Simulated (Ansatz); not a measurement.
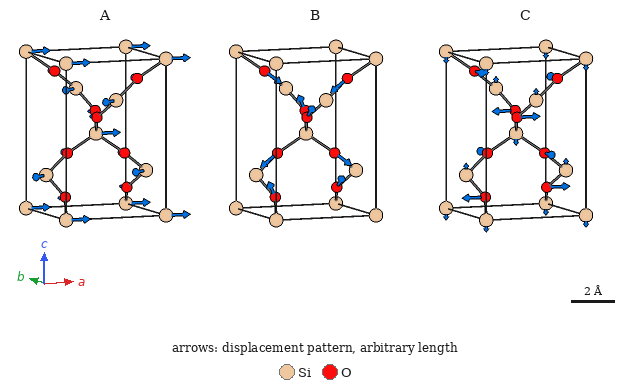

Modes of solid SiO$_{2}$, space group I-42d (No. 122), at the zone centre (one member of each degenerate set). The blue arrows give the relative displacements of the atoms. Style: ball-and-stick. Shown: the conventional cell (2 times the calculation's cell), slightly off an axis. Lengths and directions refer to the drawn axes.

Computed with Ansatz, DFT PBE, scalar-relativistic, plane waves, PAW.

Frequencies are those without the non-analytic (LO–TO) term.

**Give the symmetry species and the selection rules of each.**

A is E, infrared- and Raman-active by symmetry (751 cm⁻¹). B is A₂, silent by symmetry (neither infrared- nor Raman-active) (1093 cm⁻¹). C is B₁, Raman-active by symmetry (405 cm⁻¹).
